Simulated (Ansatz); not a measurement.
A periodic structure is given below.

```yaml
crystal:
  lattice:
    - [2.47768, 0.00000, 0.00000]
    - [0.00000, 8.05746, 0.00000]
    - [0.00000, 0.00000, 2.51720]
  atoms:
    - { symbol: Cu, position: [0.00000, 0.86594, 0.25000] }
    - { symbol: Cu, position: [0.50000, 0.63406, 0.75000] }
    - { symbol: Cu, position: [0.50000, 0.36594, 0.25000] }
    - { symbol: Cu, position: [0.00000, 0.13406, 0.75000] }
```

Question: What crystal do these data define?

Answer: The element is copper. Its lattice is base-centred orthorhombic, its space group Cmcm (No. 63). The cell holds four atoms. The coordination shell of Cu holds ten Cu at 2.48 to 2.57 Å. The bonds build a three-dimensional framework.

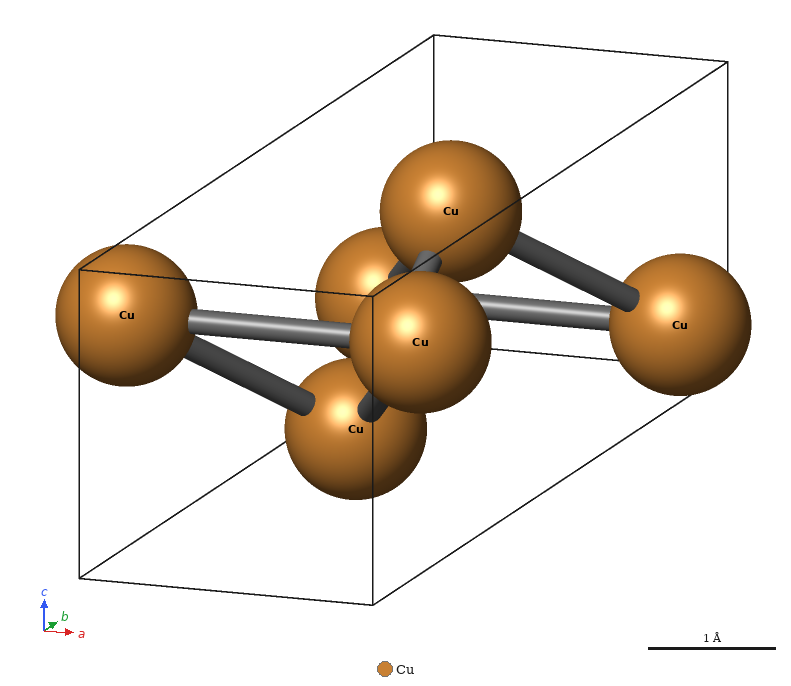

Crystal structure, ball-and-stick style, seen slightly off an axis. One conventional unit cell is framed, with atoms on its boundary repeated.

The initial geometry was a structure listed in the Materials Project. What is shown is the relaxed result from DFT PBE, scalar-relativistic, plane waves, PAW in Ansatz 0.2.0.
